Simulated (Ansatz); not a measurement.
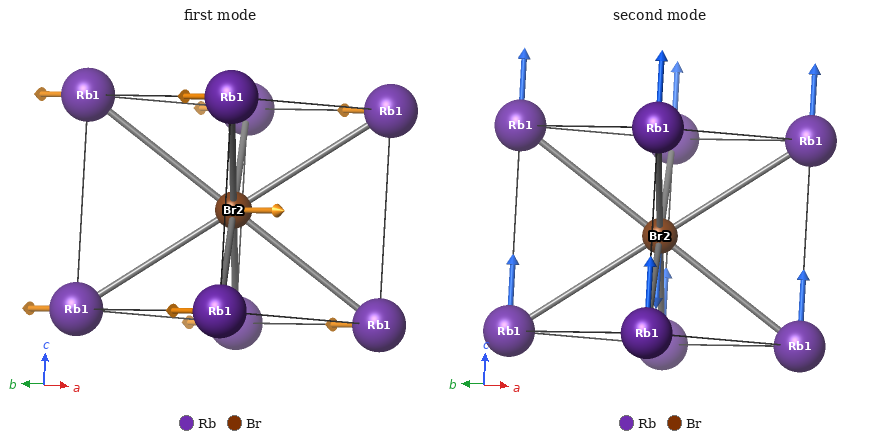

The system is RbBr (Pm-3m, No. 221; 2 atoms in the cell); the picture shows the reference structure; its two panels give the patterns of the first and the second mode as arrows. The energy is mapped over two normal modes frozen in (zone-centre modes of the 2-atom cell of this scan). The first coordinate is: amplitude of mode 5 (75 cm⁻¹), largest displacement; the second: amplitude of mode 6 (75 cm⁻¹), largest displacement. Nothing is relaxed (the cell and all other modes fixed). The grid has 11 × 11 points; 21 points were computed and 100 follow by symmetry. Points are written as (first, second). Energies are in eV per cell, from the lowest grid point. These are results of Ansatz, DFT PBEsol, scalar-relativistic, plane waves, PAW, not measurements. Settings: cutoff 420 eV, k-mesh 6×6×6, gaussian smearing 0.05 eV, no spin polarisation.

Its coordinates:

```
CELL_PARAMETERS angstrom
4.07017 0.00000 0.00000
0.00000 4.07017 0.00000
0.00000 0.00000 4.07017
ATOMIC_POSITIONS crystal
Rb 0.00000 0.00000 0.00000
Br 0.50000 0.50000 0.50000
```

Range: amplitude of mode 5 (75 cm⁻¹), largest displacement from −0.432 to 0.432 Å; amplitude of mode 6 (75 cm⁻¹), largest displacement from −0.432 to 0.432 Å.

### What landscape does the calculation give?

The lowest grid point is at (0.000 Å, 0.000 Å). No other kind of well shows on this grid. The highest grid point, (−0.432 Å, −0.432 Å), lies 1.41 eV above the lowest. The gap on the k-mesh is 4.0 eV at the lowest point and runs from 4.0 to 4.2 eV over the map.

| second ↓, first → | −0.432 | −0.346 | −0.259 | −0.173 | −0.086 | 0.000 | 0.086 | 0.173 | 0.259 | 0.346 | 0.432 |
| --- | --- | --- | --- | --- | --- | --- | --- | --- | --- | --- | --- |
| 0.432 | 1.41 | 1.02 | 0.71 | 0.49 | 0.36 | 0.32 | 0.36 | 0.49 | 0.71 | 1.02 | 1.41 |
| 0.346 | 1.02 | 0.72 | 0.49 | 0.33 | 0.23 | 0.20 | 0.23 | 0.33 | 0.49 | 0.72 | 1.02 |
| 0.259 | 0.71 | 0.49 | 0.32 | 0.21 | 0.13 | 0.11 | 0.13 | 0.21 | 0.32 | 0.49 | 0.71 |
| 0.173 | 0.49 | 0.33 | 0.21 | 0.12 | 0.07 | 0.05 | 0.07 | 0.12 | 0.21 | 0.33 | 0.49 |
| 0.086 | 0.36 | 0.23 | 0.13 | 0.07 | 0.03 | 0.01 | 0.03 | 0.07 | 0.13 | 0.23 | 0.36 |
| 0.000 | 0.32 | 0.20 | 0.11 | 0.05 | 0.01 | 0.00 | 0.01 | 0.05 | 0.11 | 0.20 | 0.32 |
| −0.086 | 0.36 | 0.23 | 0.13 | 0.07 | 0.03 | 0.01 | 0.03 | 0.07 | 0.13 | 0.23 | 0.36 |
| −0.173 | 0.49 | 0.33 | 0.21 | 0.12 | 0.07 | 0.05 | 0.07 | 0.12 | 0.21 | 0.33 | 0.49 |
| −0.259 | 0.71 | 0.49 | 0.32 | 0.21 | 0.13 | 0.11 | 0.13 | 0.21 | 0.32 | 0.49 | 0.71 |
| −0.346 | 1.02 | 0.72 | 0.49 | 0.33 | 0.23 | 0.20 | 0.23 | 0.33 | 0.49 | 0.72 | 1.02 |
| −0.432 | 1.41 | 1.02 | 0.71 | 0.49 | 0.36 | 0.32 | 0.36 | 0.49 | 0.71 | 1.02 | 1.41 |

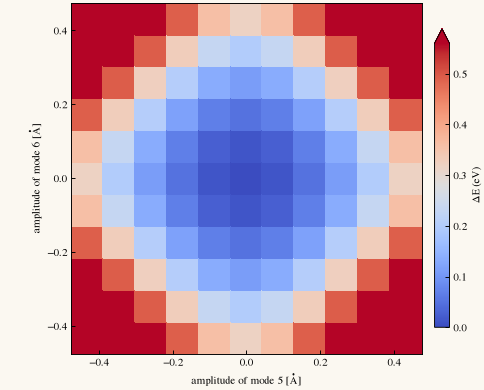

The picture shows one coloured cell a grid point, one colour for all values above the top of the scale.

The whole map (21 points run) took 74 s on 1 thread of Intel(R) Xeon(R) Platinum 8488C (Sapphire Rapids), on a shared host.
